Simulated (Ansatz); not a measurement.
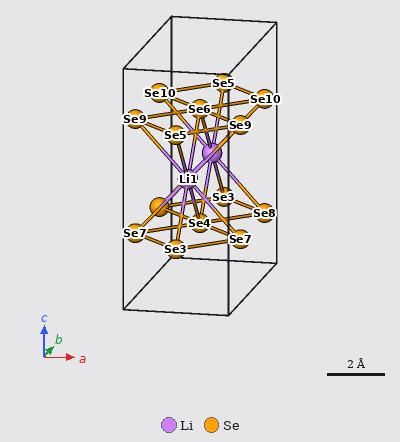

Fig. 1: The structure (ball-and-stick view of the cell of the calculation, seen slightly off an axis; atoms are numbered from 1 in the order of the input).

Single-point calculation, with input and output: LiSe4

The run: single-point calculation of LiSe4 (P4/mmm, 10 atoms in the cell). Method and program: DFT PBE, scalar-relativistic, plane waves, PAW, no spin polarisation (Ansatz 0.2.0).

The structure was made by a generator, so it may or may not be a known phase. Figures and captions count atoms from 1; the log counts them from 0 in places.

The program's output:
```
Engine: ansatz 0.2.0, aarch64-unknown-linux-gnu
Pseudopotentials: kind: paw
Pseudopotential: Li, paw, valence charge 3, recommended cutoff 420 eV (normal), Li.paw.azcp
Pseudopotential: Se, paw, valence charge 16, recommended cutoff 420 eV (normal), Se.paw.azcp
Functional definition: PBE
  parameter kappa = 0.804
  parameter beta = 0.06672455060314922
  exchange = pbe_x(kappa = kappa, mu = beta*pi^2/3)
  correlation = pbe_c(beta = beta)
Crystal: 10 atoms, lattice volume = 259.360 Å³
Basis set: ecut = 420 eV, 5085 PW (Γ), exchange–correlation on 54×108×120 points (8 copies of the dense FFT grid, shifted against one another)
Bands: 81, of which v1, the nominal top of the filled ones, is band 67 counted from 1 (66 counted from 0)
Symmetry: 8 space group operations
Space group: Cmmm (ITA 65), of the structure as read, at distance tolerance 6.4e-5 Å
k-points: 42 of 96
Non-local potential: Li, projectors of the file, l = 0: 3, l = 1: 2, l = 2: 1
Non-local potential: Se, projectors of the file, l = 0: 2, l = 1: 2, l = 2: 3, l = 3: 1
PAW form: soft (Blöchl's): semilocal exchange-correlation on the pseudo side does not see the compensation charge
PAW one-centre angular grid: Li, 110 points (default); XC on 64 Gauss nodes
PAW one-centre angular grid: Se, 590 points (default); XC on 64 Gauss nodes
Initial density: superposition of atomic densities (neutral atoms: chi_scale 0, normalization atom), corrected by the library's trained network
Initial wavefunctions: pseudopotential atomic-orbital guess
Functional: x = pbe(κ = 0.804, μ = 0.2195149727645171), c = pbe(β = 0.06672455060314922)
SCF iter   1: F=—  HF=-44164.437308 eV  |F-HF|=—  |Δ(HF+E_count)|=         —  Δρ=2.14e-3  dr2=2.24e-2  ethr=1.77e-3  ⟨swp⟩=5.8  Hψ=12045  notcnv=0  defer=1
preconditioner: auto → LDOS  [metal: Δε(μ)=0.022 eV  Ē_g=9.960 eV  σ=0.200 eV  W_gap=0.06  n_scr=72 (ndim 8)  ℏωp=16.3 eV  f_vac=0.192  D(μ)=5.43/eV (n_scr^D=30)  β→1.0]
SCF iter   2: F=—  HF=-44164.438054 eV  |F-HF|=—  |Δ(HF+E_count)|=   7.46e-4  Δρ=1.48e-3  dr2=1.78e-2  ethr=1.67e-5  ⟨swp⟩=2.9  Hψ=7223  notcnv=0  defer=9
SCF iter   3: F=—  HF=-44164.434215 eV  |F-HF|=—  |Δ(HF+E_count)|=   3.84e-3  Δρ=1.76e-4  dr2=2.76e-4  ethr=1.33e-5  ⟨swp⟩=2.0  Hψ=3892  notcnv=0  defer=9
SCF iter   4: F=—  HF=-44164.434303 eV  |F-HF|=—  |Δ(HF+E_count)|=   8.79e-5  Δρ=5.10e-5  dr2=8.17e-6  ethr=2.06e-7  ⟨swp⟩=2.0  Hψ=4224  notcnv=0  defer=9
SCF iter   5: F=—  HF=-44164.434172 eV  |F-HF|=—  |Δ(HF+E_count)|=   1.30e-4  Δρ=1.14e-5  dr2=4.46e-7  ethr=6.10e-9  ⟨swp⟩=2.2  Hψ=5885  notcnv=0  defer=9
SCF iter   6: F=-44164.434172 eV  HF=-44164.434172 eV  |F-HF|=1.63e-8  |Δ(HF+E_count)|=   1.56e-7  Δρ=3.30e-6  dr2=3.99e-8  ethr=7.46e-11  ⟨swp⟩=9.8  Hψ=16653  notcnv=0
SCF 1 converged in 6 iterations: F = -44164.434172 eV  dr2 = 3.99e-8
  greatest PAW one-centre occupation: 1.000 electrons in one spin orbital (limit 2), on the Se atom at site 9 (counted from 0), in its partial waves of l = 2
```

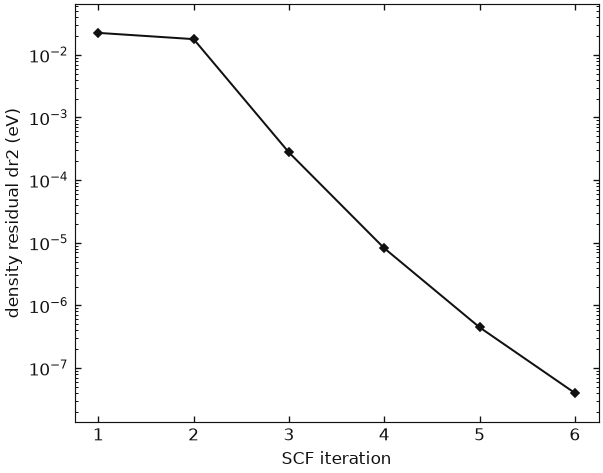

Fig. 2: Convergence of the self-consistent field: density residual dr2 against the SCF iteration. The residual falls at every step.

```
SCF converged after 6 iterations
Free energy (F): -44164.434172 eV
Harris-Foulkes:  -44164.434172 eV  (|F-HF|=1.63e-8)
Internal energy: -44164.325144 eV  (E = F + TS)
E sigma→0 (E₀):  -44164.379658 eV
Entropy (-TS):   -0.109028 eV (-10.903 meV/atom)
Fermi energy:    5.725375 eV
--- Per-component energies (eV) ---
  E_band       = -3567.182751
  E_kinetic    = 979.766858
  E_local      = -23171.875902  (includes V_loc(G=0)·N_el)
  E_nonlocal   = -4822.053582
  E_hartree    = 11270.255669
  E_xc         = -850.847424
  E_vxc        = -807.210079  (∫ρ·V_xc dr)
  E_paw        = -15338.348853  (= ΣΔE_a)
  E_vpaw       = 1713.691164  (= ΣTr[D̂ρ^β])
  E_aug_tail   = -0.004643  (compensation charges beyond the density's cutoff)
  E_ewald      = -12231.217268
  E_smearing   = -0.109028  (= −TS)
  E_closure    = 0.000000  (closes the sum)
  Σ components = -44164.434172   (vs F -44164.434172, Δ=0.00e0)
--- Forces (eV/Å), atoms counted from 1 ---
  atom   1  Li     0.00000000     0.00000000     0.00000000
  atom   2  Li     0.00000000     0.00000000     0.00000000
  atom   3  Se     0.00000000     0.00000000    -0.01130421
  atom   4  Se     0.00000000     0.00000000    -0.01130421
  atom   5  Se     0.00000000     0.00000000     0.01130421
  atom   6  Se     0.00000000     0.00000000     0.01130421
  atom   7  Se    -0.00000000     0.00000000     0.01268363
  atom   8  Se    -0.00000000     0.00000000     0.01268363
  atom   9  Se    -0.00000000    -0.00000000    -0.01268363
  atom  10  Se    -0.00000000    -0.00000000    -0.01268363
  max |Σ_I F_I| component: 1.63e-19 eV/Å
--- Stress (GPa, compression-positive) ---
       -0.229179      -1.305195       0.000000
       -1.305195      -0.238208       0.000000
        0.000000       0.000000      -0.054144
  P = ⅓ Tr σ = -0.1738 GPa (-1.738 kbar)
--- Band table (eV; the first three rows and the last of 42) ---
  k-point 0: bands = ["-42.4770", "-42.4770", "-42.4599", "-42.4599", "-42.4507", "-42.4507", "-42.4495", "-42.4495", "-42.4461", "-42.4461", "-42.4449", "-42.4449", "-42.4377", "-42.4377", "-42.4169", "-42.4169", "-42.2725", "-42.2725", "-42.2691", "-42.2691", "-42.2680", "-42.2680", "-42.2653", "-42.2653", "-42.2652", "-42.2651", "-42.2619", "-42.2619", "-42.2599", "-42.2599", "-42.2569", "-42.2568", "-42.2164", "-42.2163", "-42.2072", "-42.2072", "-42.2028", "-42.2027", "-42.1940", "-42.1939", "-40.4354", "-40.4350", "-9.5653", "-9.4860", "-7.5614", "-7.5406", "-7.4901", "-7.4430", "-4.1697", "-4.0949", "1.0535", "1.4089", "1.4133", "1.5254", "1.5299", "2.2056", "2.9320", "3.0525", "3.7474", "3.8889", "3.9445", "3.9496", "4.0347", "4.1995", "4.2593", "4.3774", "4.4543", "4.5691", "6.0558", "6.7603", "8.7981", "8.8339", "8.8416", "8.9238", "8.9316", "9.6149", "9.6521", "10.6134", "11.2780", "12.2578", "12.2586"]
  k-point 1: bands = ["-42.4770", "-42.4770", "-42.4599", "-42.4599", "-42.4507", "-42.4507", "-42.4495", "-42.4495", "-42.4461", "-42.4461", "-42.4449", "-42.4449", "-42.4377", "-42.4377", "-42.4169", "-42.4169", "-42.2725", "-42.2725", "-42.2691", "-42.2691", "-42.2680", "-42.2680", "-42.2653", "-42.2653", "-42.2652", "-42.2651", "-42.2619", "-42.2619", "-42.2599", "-42.2599", "-42.2568", "-42.2568", "-42.2164", "-42.2163", "-42.2072", "-42.2072", "-42.2028", "-42.2027", "-42.1940", "-42.1939", "-40.4354", "-40.4350", "-9.5576", "-9.4941", "-7.5544", "-7.5332", "-7.4974", "-7.4508", "-4.1639", "-4.1009", "1.1592", "1.4163", "1.4207", "1.5175", "1.5219", "2.0423", "3.0241", "3.1434", "3.7544", "3.8442", "3.8813", "3.9568", "4.0272", "4.0493", "4.2670", "4.3384", "4.4665", "4.5592", "6.1174", "6.6846", "8.8388", "8.8464", "8.9188", "8.9266", "9.2417", "9.6002", "9.6900", "10.9650", "11.6583", "12.3306", "12.3313"]
  k-point 2: bands = ["-42.4770", "-42.4770", "-42.4599", "-42.4599", "-42.4507", "-42.4507", "-42.4495", "-42.4495", "-42.4461", "-42.4461", "-42.4449", "-42.4449", "-42.4377", "-42.4377", "-42.4169", "-42.4169", "-42.2725", "-42.2725", "-42.2691", "-42.2691", "-42.2680", "-42.2680", "-42.2653", "-42.2653", "-42.2652", "-42.2651", "-42.2619", "-42.2619", "-42.2599", "-42.2599", "-42.2568", "-42.2568", "-42.2164", "-42.2163", "-42.2072", "-42.2072", "-42.2028", "-42.2027", "-42.1940", "-42.1939", "-40.4354", "-40.4350", "-9.5471", "-9.5049", "-7.5449", "-7.5240", "-7.5072", "-7.4604", "-4.1567", "-4.1084", "1.3206", "1.4252", "1.4295", "1.5082", "1.5127", "1.8260", "3.1484", "3.2796", "3.6918", "3.7624", "3.8708", "3.8728", "3.9660", "4.0177", "4.2910", "4.2911", "4.4798", "4.5469", "6.2012", "6.5867", "8.8444", "8.8520", "8.9131", "8.9209", "9.5429", "9.6762", "10.2891", "10.9052", "11.4575", "12.3551", "12.4130"]
  k-point 41: bands = ["-42.4505", "-42.4505", "-42.4505", "-42.4505", "-42.4502", "-42.4502", "-42.4502", "-42.4502", "-42.4459", "-42.4459", "-42.4459", "-42.4459", "-42.4456", "-42.4456", "-42.4455", "-42.4455", "-42.2708", "-42.2708", "-42.2708", "-42.2708", "-42.2695", "-42.2695", "-42.2694", "-42.2694", "-42.2611", "-42.2611", "-42.2611", "-42.2611", "-42.2583", "-42.2583", "-42.2583", "-42.2583", "-42.2065", "-42.2065", "-42.2065", "-42.2065", "-42.2021", "-42.2021", "-42.2020", "-42.2020", "-40.4348", "-40.4348", "-7.2602", "-7.2602", "-7.2430", "-7.2430", "-7.2132", "-7.2132", "-7.1806", "-7.1806", "0.5719", "0.5719", "0.5823", "0.5823", "0.7964", "0.7964", "0.8616", "0.8616", "3.4167", "3.4167", "3.4955", "3.4955", "4.0284", "4.0284", "4.1185", "4.1185", "8.1796", "8.1796", "8.2385", "8.2385", "8.3448", "8.3448", "8.3848", "8.3849", "11.2997", "11.2997", "11.3756", "11.3756", "11.7817", "11.7817", "12.4765"]
```

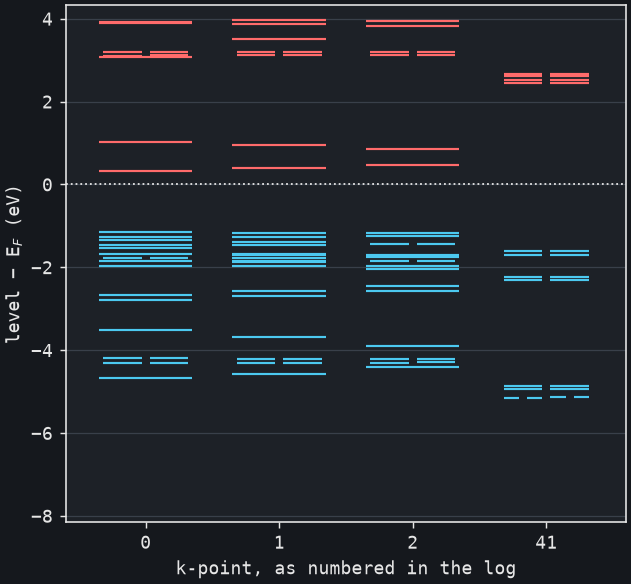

Fig. 3: Kohn–Sham levels near the Fermi level (dotted) at the few k-points that the log prints; levels within 0.02 eV of each other stand side by side. The system is metallic on the full mesh.

The run was set up as follows.

Input:
```yaml
crystal:
  lattice:
    - [2.7090449786, -2.709344133, 0.0]
    - [5.4180899572, 5.418688266, 0.0]
    - [0.0, 0.0, 8.8340957073]
  atoms:
    - { symbol: Li, position: [0.5, 0.25, 0.5] }
    - { symbol: Li, position: [0.5, 0.75, 0.5] }
    - { symbol: Se, position: [0.5, 0.0, 0.2630935645] }
    - { symbol: Se, position: [0.5, 0.5, 0.2630935645] }
    - { symbol: Se, position: [0.5, 0.0, 0.7369064355] }
    - { symbol: Se, position: [0.5, 0.5, 0.7369064355] }
    - { symbol: Se, position: [0.0, 0.25, 0.2630935645] }
    - { symbol: Se, position: [0.0, 0.75, 0.2630935645] }
    - { symbol: Se, position: [0.0, 0.25, 0.7369064355] }
    - { symbol: Se, position: [0.0, 0.75, 0.7369064355] }
basis:
  ecutwfc: 420
kpoints:
  mp_grid: { grid: [6, 4, 4] }
hamiltonian:
  xc: pbe
scf:
  occupations: { method: gaussian, width: 0.2 }
  lower_state_search: "off"
output:
  forces: true
  stress: true
  eigenvalues: true
```

Launched with:
```bash
ansatz run input.yaml --threads 1 --pin off --max-ram 2560MiB --backend cpu --events-out ev --progress --plain --runs-dir out
```

Key numbers:

| quantity | value |
| --- | --- |
| outcome | converged |
| space group (tolerance 0.01 Å) | P4/mmm (123) |
| electrons treated | 134 |
| free energy | −44164.4342 eV |
| Fermi energy | 5.725 eV |
| gap on the k-point mesh | none (metallic) |
| pressure | −0.17 GPa |
| largest force (length of the vector) | 0.013 eV/Å |
| hardware | 1 thread of Arm Neoverse V1, 24 GiB of memory available, shared host |
| wall time | 34 s |
| peak memory | 0.84 GiB |
